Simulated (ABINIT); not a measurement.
## HfO$_{2}$: single-point calculation (part 1 of 2)

- system: HfO$_{2}$ (3 atoms in the cell)
- method: Kohn-Sham DFT of a periodic cell, PBE-EpsX, SPMS NC PBE v1.0, no spin polarisation (ABINIT 10.8.3)

The structure derives from an entry of the Crystallography Open Database.

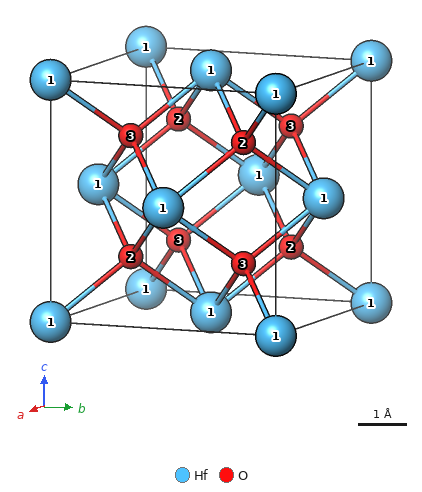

**Figure 1.** The structure as given in the input (ball-and-stick view of the cell 4 times as large as that of the calculation, set on its symmetry axes, seen slightly off an axis; atoms are numbered from 1 in the order of the input). An atom can appear more than once, as a periodic image.

**The input**
```
# Pseudopotentials
pp_dirpath "./"
pseudos "72_Hf_12_2.3_3.0_pbe_n_v1.0.psp8, 08_O_6_1.2_1.4_pbe_n_v1.0.psp8"

# Structure
acell 3*1.0
rprim
     0.0000000000     4.8329745637     4.8329745637
     4.8329745637     0.0000000000     4.8329745637
     4.8329745637     4.8329745637     0.0000000000
ntypat 2
znucl 72 8
natom 3
typat 1 2 2
xred
     0.0000000000     0.0000000000     0.0000000000
     0.7500000000     0.7500000000     0.7500000000
     0.2500000000     0.2500000000     0.2500000000

# Plane-wave basis
ecut 35.0

# k points
kptopt 1
ngkpt 6 6 6
nshiftk 1
shiftk 0.0 0.0 0.0

# Exchange and correlation
ixc 41
hyb_mixing 0.1939
fockdownsampling 2 2 2

# Bands and occupations
nband 14
occopt 1

# SCF cycle
nstep 60
diemac 6.0
toldfe 1.0e-7

# Output
iomode 3
prtwf 0
prteig 0
prtebands 0
enunit 2
prtvol 2
prtden 1
prtvha 1
prtvclmb 1
prtpot 1
prtelf 1
```

Launched with:
```bash
mpirun --bind-to none -np 4 abinit run.abi > log 2>&1
```

**Log**
```
.Version 10.8.3 of ABINIT
 Symmetries : space group Fm -3 m (#225); Bravais cF (face-center cubic)
================================================================================
 Values of the parameters that define the memory need of the present run
     intxc =       0    ionmov =       0      iscf =       7    lmnmax =       8
     lnmax =       8     mgfft =      40  mpssoang =       4    mqgrid =    3001
     natom =       3  nloc_mem =       1    nspden =       1   nspinor =       1
    nsppol =       1      nsym =      48    n1xccc =    2501    ntypat =       2
    occopt =       1   xclevel =       2
       mpw =        2252          nfft =       64000          nkpt =          16
================================================================================
================================================================================

--------------------------------------------------------------------------------
------------- Echo of variables that govern the present computation ------------
--------------------------------------------------------------------------------
 -outvars: echo values of preprocessed input variables --------
            acell      1.0000000000E+00  1.0000000000E+00  1.0000000000E+00 Bohr
              amu      1.78490000E+02  1.59994000E+01
           diemac      6.00000000E+00
             ecut      3.50000000E+01 Hartree
           enunit           2
 fockdownsampling           2       2       2
   hyb_mixing          1.9390000000E-01
              ixc          41
         kptrlatt        6    0    0      0    6    0      0    0    6
          kptrlen      4.10091490E+01
            natom           3
            nband          14
          nbandhf          12
            ngfft          40      40      40
             nkpt          16
           nkpthf          27
            nstep          60
             nsym          48
           ntypat           2
        optforces           0
        optstress           0
        prtebands           0
           prteig           0
           prtelf           1
           prtpot           1
         prtvclmb           1
           prtvha           1
           prtvol           2
            prtwf           0
            rprim      0.0000000000E+00  4.8329745637E+00  4.8329745637E+00
                       4.8329745637E+00  0.0000000000E+00  4.8329745637E+00
                       4.8329745637E+00  4.8329745637E+00  0.0000000000E+00
          spgroup         225
           toldfe      1.00000000E-07 Hartree
            typat      1  2  2
          usefock           1
           xangst      0.0000000000E+00  0.0000000000E+00  0.0000000000E+00
                       3.8362499974E+00  3.8362499974E+00  3.8362499974E+00
                       1.2787499991E+00  1.2787499991E+00  1.2787499991E+00
            xcart      0.0000000000E+00  0.0000000000E+00  0.0000000000E+00
                       7.2494618456E+00  7.2494618456E+00  7.2494618456E+00
                       2.4164872818E+00  2.4164872818E+00  2.4164872819E+00
             xred      0.0000000000E+00  0.0000000000E+00  0.0000000000E+00
                       7.5000000000E-01  7.5000000000E-01  7.5000000000E-01
                       2.5000000000E-01  2.5000000000E-01  2.5000000000E-01
            znucl       72.00000    8.00000

================================================================================

 chkinp: Checking input parameters for consistency.

================================================================================
== DATASET  1 ==================================================================

--- !DatasetInfo
iteration_state: {dtset: 1, }
dimensions: {natom: 3, nkpt: 16, mband: 14, nsppol: 1, nspinor: 1, nspden: 1, mpw: 2252, }
cutoff_energies: {ecut:  35.0, pawecutdg:  -1.0, }
electrons: {nelect:   2.40000000E+01, charge:   0.00000000E+00, occopt:   1.00000000E+00, tsmear:   1.00000000E-02, }
meta: {optdriver: 0, ionmov: 0, optcell: 0, iscf: 7, paral_kgb: 0, }
...

 Exchange-correlation functional for the present dataset will be:
  PBE0 with alpha=0.25

 Real(R)+Recip(G) space primitive vectors, cartesian coordinates (Bohr,Bohr^-1):
 R(1)=  0.0000000  4.8329746  4.8329746  G(1)= -0.1034560  0.1034560  0.1034560
 R(2)=  4.8329746  0.0000000  4.8329746  G(2)=  0.1034560 -0.1034560  0.1034560
 R(3)=  4.8329746  4.8329746  0.0000000  G(3)=  0.1034560  0.1034560 -0.1034560
 Unit cell volume ucvol=  2.2577379E+02 bohr^3
 Angles (23,13,12)=  6.00000000E+01  6.00000000E+01  6.00000000E+01 degrees

 getcut: wavevector=  0.0000  0.0000  0.0000  ngfft=  40  40  40
         ecut(hartree)=     35.000   => boxcut(ratio)=   2.19751

--- Pseudopotential description ------------------------------------------------
- pspini: atom type   1  psp file is ./72_Hf_12_2.3_3.0_pbe_n_v1.0.psp8
    8   11    3    4       600   0.00000      pspcod,pspxc,lmax,lloc,mmax,r2well
    5.99000000000000    5.40000000000000    0.00000000000000   rchrg,fchrg,qchrg
     nproj     2     2     2     2
     extension_switch     1

- pspini: atom type   2  psp file is ./08_O_6_1.2_1.4_pbe_n_v1.0.psp8
    8   11    2    4       600   0.00000      pspcod,pspxc,lmax,lloc,mmax,r2well
    5.99000000000000    4.00000000000000    0.00000000000000   rchrg,fchrg,qchrg
     nproj     2     2     1
     extension_switch     1

   1.28552526E+03                                ecore*ucvol(ha*bohr**3)
--------------------------------------------------------------------------------

================================================================================

--- !BeginCycle
iteration_state: {dtset: 1, }
solver: {iscf: 7, nstep: 60, nline: 4, wfoptalg: 0, }
tolerances: {toldfe: 1.00E-07, }
...

     iter   Etot(hartree)      deltaE(h)  residm     vres2
 ETOT  1  -87.360191560907    -8.736E+01 7.009E-02 6.125E+02
 ETOT  2  -89.751303112969    -2.391E+00 1.535E-03 4.483E+01
 ETOT  3  -89.766908354239    -1.561E-02 1.522E-03 2.841E+00
 ETOT  4  -89.768092707929    -1.184E-03 2.368E-04 1.899E-01
 ETOT  5  -89.768167103588    -7.440E-05 3.703E-05 1.441E-01
 ETOT  6  -89.768204881739    -3.778E-05 7.911E-06 3.429E-02
 ETOT  7  -89.768212320320    -7.439E-06 1.881E-06 5.539E-05
 ETOT  8  -89.768214172146    -1.852E-06 3.725E-07 9.518E-04
 ETOT  9  -89.768214353947    -1.818E-07 5.593E-08 1.042E-05
 ETOT 10  -89.768214179233     1.747E-07 1.228E-08 3.412E-05
 ETOT 11  -89.768214188988    -9.755E-09 4.802E-09 4.900E-06
 ETOT 12  -89.768214227387    -3.840E-08 2.028E-09 2.649E-06

 At SCF step   12, etot is converged :
  for the second time, diff in etot=  3.840E-08 < toldfe=  1.000E-07

 Compute ELF
--------------------------------------------------------------------------------

 Compute kinetic energy density

 Compute gradient of the electron density
 Electron Localization Function (ELF) [min:0;max:1]
)     Maximum=    8.6136E-01  at reduced coord.    0.8000    0.8250    0.8250
)     Minimum=    8.5513E-04  at reduced coord.    0.2500    0.2500    0.2500
   Integrated=    7.6745E+01

--------------------------------------------------------------------------------
 End of ELF section

--- !ResultsGS
iteration_state: {dtset: 1, }
comment   : Summary of ground state results
lattice_vectors:
- [  0.0000000,   4.8329746,   4.8329746, ]
- [  4.8329746,   0.0000000,   4.8329746, ]
- [  4.8329746,   4.8329746,   0.0000000, ]
lattice_lengths: [   6.83486,    6.83486,    6.83486, ]
lattice_angles: [ 60.000,  60.000,  60.000, ] # degrees, (23, 13, 12)
lattice_volume:   2.2577379E+02
convergence: {deltae: -3.840E-08, res2:  2.649E-06, residm:  2.028E-09, diffor:  0.000E+00, }
etotal    :  -8.97682142E+01
entropy   :   0.00000000E+00
fermie    :   1.59134762E-01
cartesian_stress_tensor: null
pressure_GPa: null
xred      :
- [  0.0000E+00,   0.0000E+00,   0.0000E+00, Hf]
- [  7.5000E-01,   7.5000E-01,   7.5000E-01,  O]
- [  2.5000E-01,   2.5000E-01,   2.5000E-01,  O]
cartesian_forces: null
force_length_stats: {min: null, max: null, mean: null, }
...

 Integrated electronic density in atomic spheres:
 ------------------------------------------------
 Atom  Sphere_radius  Integrated_density
    1        2.00000          8.21954213
    2        2.00000          6.37753337
    3        2.00000          6.37753337
================================================================================

 ----iterations are completed or convergence reached----
```
